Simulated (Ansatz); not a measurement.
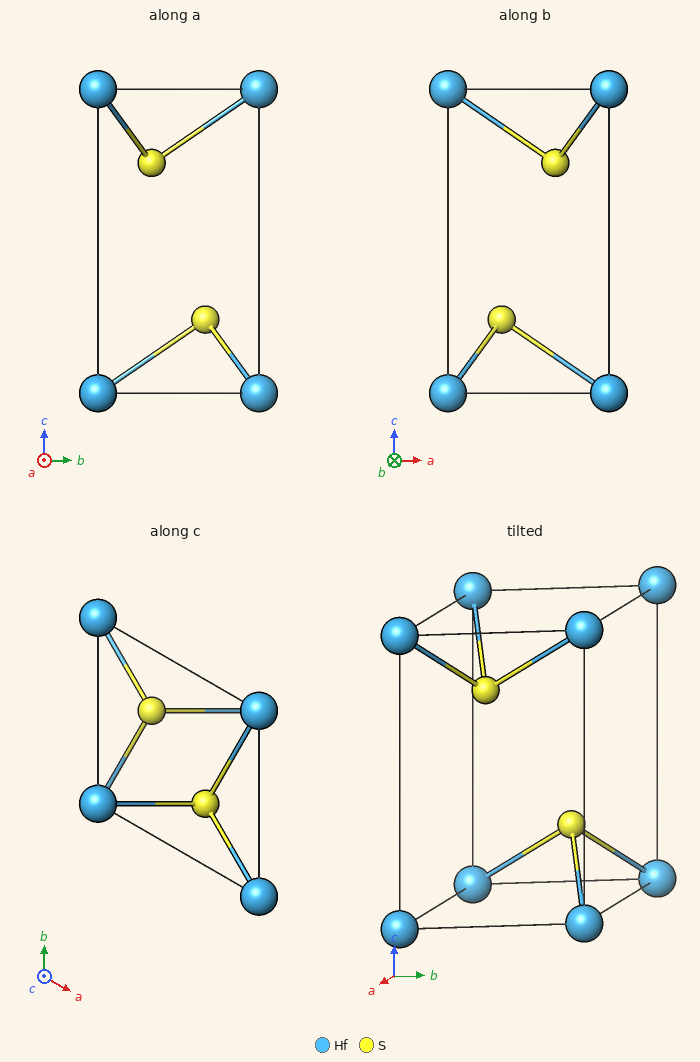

View along the a axis, along the b axis, along the c axis and slightly off an axis, drawn as a ball-and-stick model. The conventional unit cell is outlined; an atom on or near a face, edge or corner is repeated at each equivalent position.

Lattice parameters: a = 3.6303 Å, b = 3.6303 Å, c = 5.9371 Å, α = 90.000°, β = 90.000°, γ = 120.000°.

Give the structure in the form of a CIF in P1 with every atom of the cell, with free fractional coordinates to two decimals.

```cif
data_structure
_symmetry_space_group_name_H-M 'P 1'
_symmetry_Int_Tables_number 1
_cell_length_a 3.6303
_cell_length_b 3.6303
_cell_length_c 5.9371
_cell_angle_alpha 90.000
_cell_angle_beta 90.000
_cell_angle_gamma 120.000
_cell_volume 67.76
loop_
_atom_site_label
_atom_site_type_symbol
_atom_site_fract_x
_atom_site_fract_y
_atom_site_fract_z
_atom_site_occupancy
Hf1 Hf 0.00 0.00 0.00 1
S1 S 0.3333 0.6667 0.24 1
S2 S 0.6667 0.3333 0.76 1
```

The structure comes from a structure type filled with these elements by a generator (whether the compound takes this form wasn't checked). The cell was then strained or its atoms displaced on purpose. A calculation with Ansatz used it as input.
